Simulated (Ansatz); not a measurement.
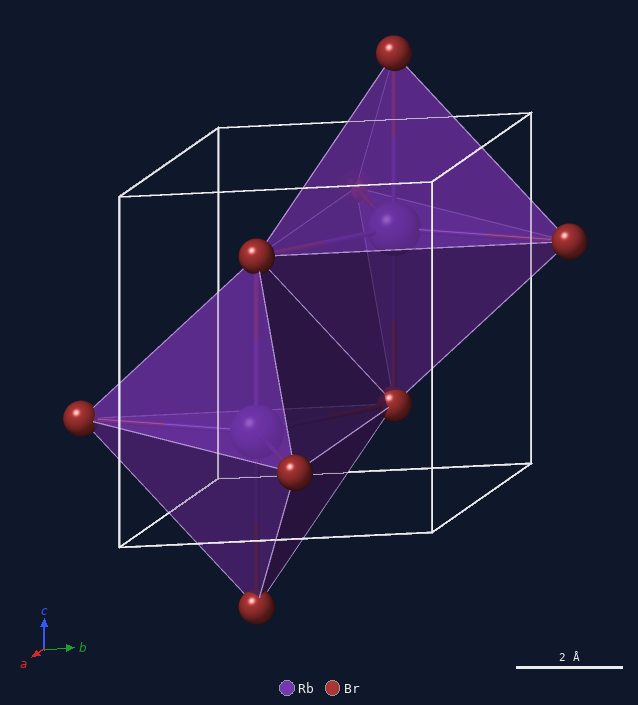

The image is a polyhedral drawing of a crystal, viewed slightly off an axis. The conventional unit cell is outlined; an atom on or near a face, edge or corner is repeated at each equivalent position. Some neighbours outside the box are added.

RbBr, space group P6_3/mmc (No. 194), a = 6.067 Å, b = 6.067 Å, c = 6.827 Å, α = 90.00°, β = 90.00°, γ = 120.00°. The model was built from a structure type filled with these elements by a generator (whether the compound takes this form wasn't checked). The cell was then strained or its atoms displaced on purpose. Ansatz was used for an electronic-structure calculation on it.

This one geometry was computed with Ansatz (DFT, plane waves, PAW) at three levels of theory: r2SCAN, HSE06 and PBE. It was relaxed with r2SCAN and then strained.

### How does the band gap change with the level of theory?

PBE: a gap of 3.98 eV, direct; r2SCAN: a gap of 4.58 eV, direct; HSE06: a gap of 5.07 eV, direct.

### Collect the results in a table.

| level | cutoff (eV) | k-mesh of the run's cell | gap (eV) | pressure (GPa) |
| --- | --- | --- | --- | --- |
| r2SCAN | 500 | 6×6×4 | 4.58 | -0.4 |
| HSE06 | 420 | 6×6×4 | 5.07 | -0.3 |
| PBE | 420 | 6×6×4 | 3.98 | -0.1 |

Gaps are taken on the k-mesh or band path of each run.
